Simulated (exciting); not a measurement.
# Core excitons at the B K edge of BN, part 2 of 2

Aim: the B K absorption edge of BN with the electron–hole interaction treated explicitly, and what each term of the kernel does. The measurement to meet: angle-resolved EELS in TEM on hexagonal BN, quoted in Angular resolved electron energy loss spectroscopy in hexagonal boron nitride (arxiv:1701.05119, 2017), with 1s → π* at 192 eV and 1s → σ* at 199 eV.

exciting sodium; X-ray absorption, core-level Bethe-Salpeter equation, exchange and statically screened direct term, Tamm-Dancoff, all-electron LAPW+lo PBE.

So far. Step 7 (Direct term alone): Maxima (height): -3.5 eV (1.04), 3.4 eV (1.06), 9.7 eV (0.22) and 12.7 eV (0.17). The spectrum differs from the singlet run by 39 % r.m.s. Moving the earlier curve by -0.3 eV leaves 14 %. The highest maximum lies at 3.4 eV (1.06), against -3.1 eV (1.00). Step 8 (Ground state with other settings): Against the second ground state the total energy moves by 3283 meV an atom and the gap by -0.04 eV.

The database entry behind the starting cell differs from later determinations by our own check (about 0.3 % short, minor phase), so it need not match the best structure at ambient conditions.

## Step 9: Another input

In this try the input is made faulty on purpose, to show what that does.

File input.xml:

```
<input>
  <title>BN</title>
  <structure speciespath="." autormt="false" epslat="1.0e-5">
    <crystal>
      <basevect>4.7209893927 0.0000000000 0.0000000000</basevect>
      <basevect>-2.3604946964 4.0884967452 0.0000000000</basevect>
      <basevect>0.0000000000 0.0000000000 12.5396556429</basevect>
    </crystal>
    <species speciesfile="N.xml" rmt="1.322">
      <atom coord="0.6666666667 0.3333333333 0.2500000000"/>
      <atom coord="0.3333333333 0.6666666667 0.7500000000"/>
    </species>
    <species speciesfile="B.xml" rmt="1.322">
      <atom coord="0.6666666667 0.3333333333 0.7500000000"/>
      <atom coord="0.3333333333 0.6666666667 0.2500000000"/>
    </species>
  </structure>
  <groundstate do="skip" xctype="GGA_PBE" ngridk="8 8 2" rgkmax="3.5" gmaxvr="14" nempty="8" swidth="0.001" maxscl="100" epsengy="1e-5"/>
  <xs xstype="BSE" ngridk="7 7 2" ngridq="7 7 2" vkloff="0.097 0.273 0.493" rgkmax="3.5" nempty="19" gqmax="3" lmaxapwwf="5" lmaxemat="2" broad="0.01654" tevout="true">
    <energywindow intv="6.068 7.685" points="439"/>
    <screening screentype="full" nempty="36"/>
    <BSE xas="true" xasspecies="2" xasatom="1" xasedge="K" bsetype="singlet" nstlxas="1 15"/>
    <qpointset>
      <qpoint>0 0 0</qpoint>
    </qpointset>
    <plan>
      <doonly task="xsgeneigvec"/>
      <doonly task="writepmatxs"/>
      <doonly task="scrgeneigvec"/>
      <doonly task="scrwritepmat"/>
      <doonly task="screen"/>
      <doonly task="scrcoulint"/>
      <doonly task="exccoulint"/>
    </plan>
  </xs>
</input>
```

File input.xml for the last start (plan only):

```
  <plan>
    <doonly task="bse"/>
  </plan>
```

Command:

```
OMP_NUM_THREADS=1 mpirun -n 4 exciting
OMP_NUM_THREADS=4 exciting
```

Numbers of over 12 decimals in the logs are rounded to 6 here.

The program printed:

```text
| EXCITING SODIUM started for task xsgeneigvec ( 301)                          =
One-shot GS runs for BSE calculations
One-shot GS runs for k+qmt/2 grids
Info(xsgeneigvec): Generating eigenvectors for Q-point      1
Info(xsgeneigvec): Generation of eigenvectors finished
| EXCITING SODIUM started for task writepmatxs ( 320)                          =
Info(writepmatxs): Momentum matrix elements finished
| EXCITING SODIUM started for task scrgeneigvec ( 401)                         =
One-shot GS runs for BSE calculations
One-shot GS runs for k+qmt/2 grids
[...]
Info(setup_bse_block): Setting up RR part of hamiltonian
Info(setup_bse_block): Singlet spin state
Info(bse): Diagonalizing RR Hamiltonian (TDA)
Info(bse): Invoking Lapack routine ZHEEVR
      2940 eigen solutions found in the interval:
         i1=       1 i2=    2940
Info(bse): Writing excition energies and oscillator strengths to text file.
Info(makespectrum_dist): Making spectrum using formula for coupling with time reversed AR basis.
Info(makespectrum_dist): Using formalism for vanishing momentum transfer.
Info(writederived): Writing quantities derived from the macroscopic dielectric function.
Info(bselauncher): Spectrum finished for iqmt=  1
Info(bselauncher): All done for BSE type singlet
```

Elapsed: 5.9 min, on 4 MPI ranks of Arm Neoverse V1, shared host.

The input has a fault: the basis cutoff rgkmax is far too low. Against the singlet run the r.m.s. difference is 77 %. Moving the earlier curve by +1.3 eV leaves 33 %. The highest maximum lies at -1.8 eV (0.81), against -3.1 eV (1.00). The first bright state moves from -3.14 to -1.82 eV. The lowest bare transition of this run lies at 1.41 eV, against 0.17. A small basis shifts bands and core levels against each other.

| E (eV) | first run | this run |
| --- | --- | --- |
| -6.0 | 0.03 | 0.01 |
| -5.0 | 0.06 | 0.02 |
| -4.0 | 0.22 | 0.04 |
| -3.0 | 0.91 | 0.11 |
| -2.0 | 0.15 | 0.70 |
| -1.0 | 0.06 | 0.20 |
| 0.0 | 0.07 | 0.06 |
| 1.0 | 0.09 | 0.06 |
| 2.0 | 0.15 | 0.07 |
| 3.0 | 0.42 | 0.13 |
| 4.0 | 0.67 | 0.32 |
| 5.0 | 0.38 | 0.36 |
| 6.0 | 0.20 | 0.33 |
| 7.0 | 0.19 | 0.21 |
| 8.0 | 0.20 | 0.17 |
| 9.0 | 0.20 | 0.17 |
| 10.0 | 0.22 | 0.16 |
| 11.0 | 0.17 | 0.19 |
| 12.0 | 0.15 | 0.14 |
| 13.0 | 0.17 | 0.12 |
| 14.0 | 0.13 | 0.13 |
| 15.0 | 0.10 | 0.10 |
| 16.0 | 0.08 | 0.10 |

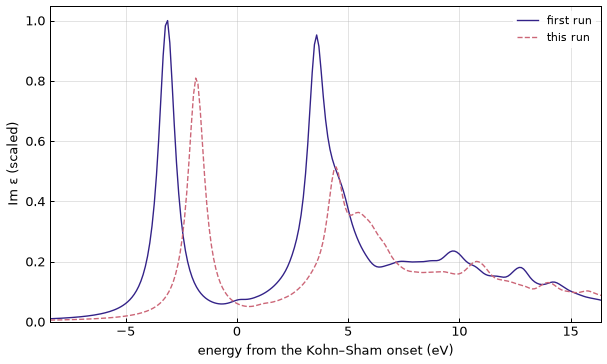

This run beside the first singlet run.

## Step 10: From independent particles to the full kernel

| level | curve passes 0.15 (eV) | highest maximum (eV) | its height |
| --- | --- | --- | --- |
| IP | 0.1 | 7.4 | 0.41 |
| RPA | 0.4 | 7.5 | 0.37 |
| direct only | -4.6 | 3.4 | 1.06 |
| singlet | -4.2 | -3.1 | 1.00 |

| E (eV) | IP | RPA | direct only | singlet |
| --- | --- | --- | --- | --- |
| -7.0 | 0.00 | 0.00 | 0.02 | 0.02 |
| -6.0 | 0.00 | 0.00 | 0.04 | 0.03 |
| -5.0 | 0.01 | 0.01 | 0.10 | 0.06 |
| -4.0 | 0.01 | 0.01 | 0.53 | 0.22 |
| -3.0 | 0.01 | 0.01 | 0.43 | 0.91 |
| -2.0 | 0.02 | 0.01 | 0.09 | 0.15 |
| -1.0 | 0.03 | 0.03 | 0.05 | 0.06 |
| 0.0 | 0.14 | 0.09 | 0.07 | 0.07 |
| 1.0 | 0.29 | 0.24 | 0.09 | 0.09 |
| 2.0 | 0.20 | 0.20 | 0.18 | 0.15 |
| 3.0 | 0.15 | 0.16 | 0.65 | 0.42 |
| 4.0 | 0.10 | 0.10 | 0.56 | 0.67 |
| 5.0 | 0.15 | 0.14 | 0.31 | 0.38 |
| 6.0 | 0.17 | 0.16 | 0.18 | 0.20 |
| 7.0 | 0.33 | 0.28 | 0.18 | 0.19 |
| 8.0 | 0.35 | 0.33 | 0.19 | 0.20 |
| 9.0 | 0.30 | 0.30 | 0.19 | 0.20 |
| 10.0 | 0.25 | 0.24 | 0.21 | 0.22 |
| 11.0 | 0.30 | 0.29 | 0.15 | 0.17 |
| 12.0 | 0.33 | 0.34 | 0.14 | 0.15 |
| 13.0 | 0.23 | 0.23 | 0.15 | 0.17 |
| 14.0 | 0.32 | 0.33 | 0.12 | 0.13 |
| 15.0 | 0.25 | 0.26 | 0.09 | 0.10 |
| 16.0 | 0.29 | 0.30 | 0.07 | 0.08 |

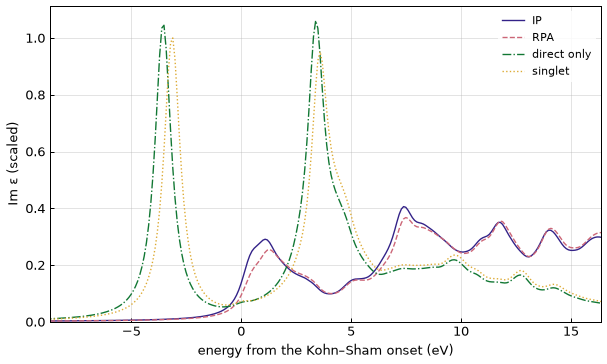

The spectrum at each level.

## Step 11: Against the measurement

The computed energies are raised by 19.1 eV, which puts the computed line on the measured 1s → π*. Each other feature is matched to a computed maximum within 0.8 eV or a fifth of its distance from that line, whichever is more; this matching is ours and leans towards agreement, and the line to align on was chosen with computed spectra in view. The paper's table may not list every feature of the spectrum.

| feature | measured (eV) | BSE (eV) | its height | difference (eV) |
| --- | --- | --- | --- | --- |
| 1s → π*, ε ∥ c | 192 | 192.0 | 2.98 | set |
| 1s → σ*, ε ⊥ c | 199 | 198.7 | 1.36 | -0.3 |

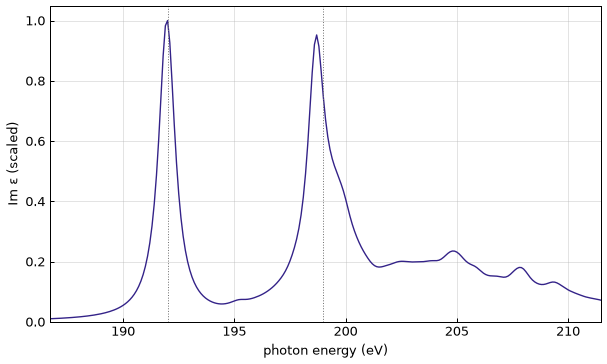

The shifted spectrum; dotted lines mark the measured features.

## Step 12: What came out

```json
{
  "absorber and edge": "B K, atom 3",
  "surroundings": "3 N at 1.44 Å (trigonal planar, site symmetry -6m2)",
  "first bright state": "-3.14 eV from the Kohn–Sham onset, on this mesh",
  "highest maximum": "-3.1 eV",
  "cost of the BSE run": "9 min on 4 MPI ranks of Arm Neoverse V1, shared host; the last task ran on as many threads"
}
```

What this shows: Against arxiv:1701.05119, the one separation that can be compared is off by -0.3 eV. Is a core exciton bound? Yes on this mesh: the first bright state (over 5 % of the brightest) lies at -3.14 eV from the Kohn–Sham onset and at -3.31 eV from the lowest bare transition of its own mesh; weaker or dark states reach down to -3.55 eV. Exchange alone changes the independent-particle spectrum by 8 % r.m.s. Leaving exchange out of the full kernel changes the spectrum by 39 % r.m.s. With 98 k points the binding energies are rough, and fine structure above the first lines is partly noise of the mesh. The kernel cutoff is low for a compact core orbital, so the effect of exchange is a lower bound. The zero comes from the unshifted 8×8×2 ground-state mesh; it is exact only where the band minimum lies on that mesh. The Kohn–Sham onset, 176 eV, is no photon energy (tabulated edge of the element: 188 eV): the scale needs a rigid shift. Bands and screening come from semilocal DFT, whose small gap overscreens. Vibrations and energy-dependent lifetimes are left out. The structure is a published determination, not relaxed.

[Banner, clock and machine lines of the logs are left out without a mark of their own.]

[Logs are printed without paths, hosts, clocks, repeated set-up lines and the standing remarks that a program may print on its own settings, such as how far it seeks lower states.]

[Hosts, paths, dates, database ids (printed as entryN), source tags and the programs' standing remarks are cut or masked in the printed files.]
